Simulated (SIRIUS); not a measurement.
## A series of single points on Al

System: Al (P6₃/mmc, 2 atoms in the cell).
Method: Kohn-Sham DFT of a periodic cell, PBEsol, dojo-sr-pbesol-0.4.1-standard, no spin polarisation (SIRIUS 7.10.0).

The 7 runs differ only in the geometry, by an even scaling of the cell at fixed fractional positions. The structure derives from a Materials Project entry.

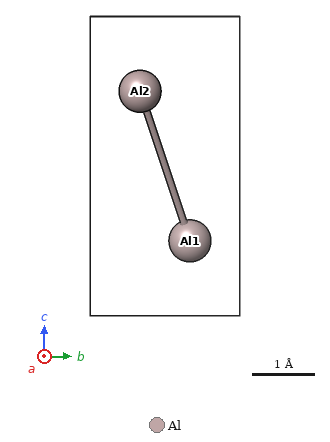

Figure 1. The structure of run 4 (ball-and-stick view of the cell of the calculation, along the a axis; atoms are numbered from 1 in the order of the input). An atom can appear more than once, as a periodic image.

## Input of run 4
```
{
  "control": {
    "processing_unit": "cpu",
    "verbosity": 2,
    "num_bands_to_print": 9,
    "print_forces": true,
    "print_stress": true
  },
  "parameters": {
    "electronic_structure_method": "pseudopotential",
    "xc_functionals": ["XC_GGA_X_PBE_SOL", "XC_GGA_C_PBE_SOL"],
    "gk_cutoff": 6.4,
    "pw_cutoff": 12.8,
    "ngridk": [11, 11, 6],
    "shiftk": [0, 0, 0],
    "smearing": "fermi_dirac",
    "smearing_width": 0.0018374661,
    "num_bands": 9,
    "num_mag_dims": 0,
    "num_dft_iter": 100,
    "energy_tol": 1e-08,
    "density_tol": 1e-06
  },
  "iterative_solver": {
    "type": "davidson",
    "min_tolerance": 1e-09,
    "tolerance_scale": [0.1, 0.25]
  },
  "mixer": {
    "type": "anderson",
    "beta": 0.7,
    "max_history": 8
  },
  "settings": {
    "tol_ne": 1e-10,
    "pseudo_grid_cutoff": 6.5
  },
  "unit_cell": {
    "lattice_vectors": [
      [1.0, 0.0, 0.0],
      [-0.499999999982, 0.866025403781, 0.0],
      [0.0, 0.0, 1.730463026695]
    ],
    "lattice_vectors_scale": 5.3147703521,
    "atom_coordinate_units": "lattice",
    "atom_types": ["Al"],
    "atom_files": {
      "Al": "Al.json"
    },
    "atoms": {
      "Al": [
        [0.3333333333, 0.6666666667, 0.25],
        [0.6666666667, 0.3333333333, 0.75]
      ]
    }
  }
}
```

Command:
```bash
upf_to_json Al.upf
OMP_NUM_THREADS=1 sirius.scf --input=sirius.json --output=out.json --task=0
```

Lattice vectors (Å) and fractional positions of run 4:
```
   2.812455    0.000000    0.000000
  -1.406228    2.435658    0.000000
   0.000000    0.000000    4.866850
Al  0.333333  0.666667  0.250000
Al  0.666667  0.333333  0.750000
```

Run 3 has the same physical settings and fractional positions; its lattice vectors (Å) are:
```
   2.793579    0.000000    0.000000
  -1.396790    2.419311    0.000000
   0.000000    0.000000    4.834186
```

## Results, with one run withheld

| run | volume per atom (Å³) | free energy per atom, from the lowest run given (meV) | pressure (GPa) |
| --- | --- | --- | --- |
| 1 | 15.669 | 6.46 | 3.80 |
| 2 | 16.003 | 0.59 | 1.85 |
| 3 | 16.336 | ? | ? |
| 4 | 16.669 | 0.00 | −1.46 |
| 5 | 17.003 | 4.52 | −2.86 |
| 6 | 17.336 | 11.80 | −4.12 |
| 7 | 17.670 | 21.55 | −5.24 |

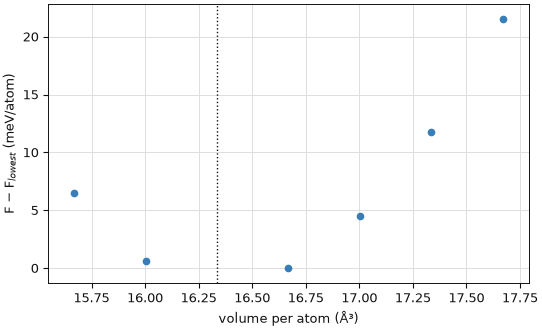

Figure 2. Free energy per atom of the runs given; the dotted line marks run 3.

What should run 3 give?

A cubic polynomial in V^(−2/3) (the Birch–Murnaghan form), fitted to the 6 runs given, misses them by at most 0.01 meV per atom. With x = V^(−2/3) − 0.15306 Å⁻², it reads F = 0.29439 − 1623.8 x + 3.8065e+05 x² + 5.6598e+05 x³ (meV per atom). At run 3 it gives −1.42 meV per atom, and the run itself gives −1.43. The slope of the fit gives a pressure −dF/dV of 0.11 GPa there, and the run prints 0.11 GPa. The fit has its minimum at 16.358 Å³ per atom, where V d²F/dV² gives 80.6 GPa. Cell shape and fractional positions are held, so this is the stiffness under even scaling; the relaxed bulk modulus wasn't computed.

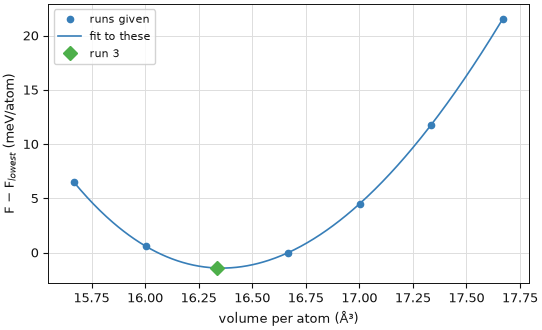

Figure 3. The fit and the withheld run.

## Some lines of the output (run 3)
```
[...]
[find] Efermi                         :       0.29384945
[find] Total energy                   :      -4.63787105 (Ha),      -9.27574209 (Ry)
[find] Free energy (E-TS)             :      -4.63803092 (Ha),      -9.27606183 (Ry)
[find] Efermi                         :       0.29385187
[find] Total energy                   :      -4.63787129 (Ha),      -9.27574258 (Ry)
[find] Free energy (E-TS)             :      -4.63803116 (Ha),      -9.27606232 (Ry)
[find] Efermi                         :       0.29385151
[find] Total energy                   :      -4.63787134 (Ha),      -9.27574268 (Ry)
[find] Free energy (E-TS)             :      -4.63803121 (Ha),      -9.27606242 (Ry)
[find] Efermi                         :       0.29385164
[find] Total energy                   :      -4.63787135 (Ha),      -9.27574270 (Ry)
[find] Free energy (E-TS)             :      -4.63803122 (Ha),      -9.27606244 (Ry)
[find] Efermi                         :       0.29385165
[find] Efermi                         :       0.29385166
```
